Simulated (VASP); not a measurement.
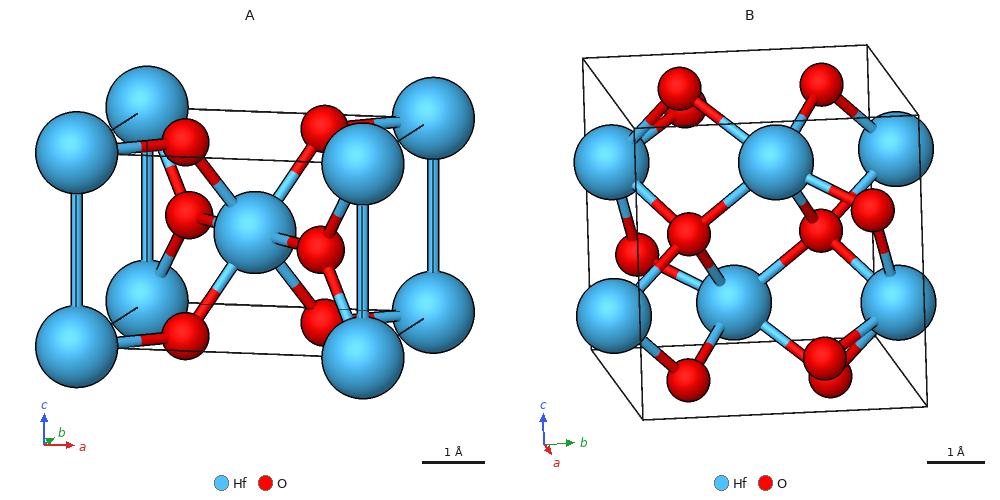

Two structures of HfO₂, each relaxed (cell and atoms) at zero pressure; conventional cells in solid outline, small ones repeated, each panel with its own scale. Alike in all runs: VASP 6.6.1; functional LDA; VASP's PAW LDA potentials, release 64 (Hf_pv, O); cutoff 600 eV; occupations fermi-dirac, width 0.05 eV; no spin polarisation; no spin-orbit coupling. The k meshes have like spacings.

**Name the structure in each panel.**

A: rutile, P4₂/mnm; B: 12 atoms a cell on a primitive monoclinic lattice, P2₁/c.

**Rank them by energy, lowest first.**

B, then A (+78 meV/atom), static energies at zero smearing.

**Collect the results in a table.**

| panel | space group | E − E(lowest) (meV/atom) | volume (Å³/atom) | gap (eV) |
| --- | --- | --- | --- | --- |
| B | P2₁/c | 0 | 11.0 | 4.00 |
| A | P4₂/mnm | 78 | 12.1 | 3.87 |

The starts are database entries or structure types tried for this composition, and the most stable form need not be among them. Gaps are the least found on the k-mesh, which misses some points of high symmetry; where the band edges lie there, the true gap is smaller, at times by an eV.

Caveat: spin-orbit coupling is left out, which shifts the gaps of compounds of heavy elements; semilocal functionals give gaps below the measured ones.
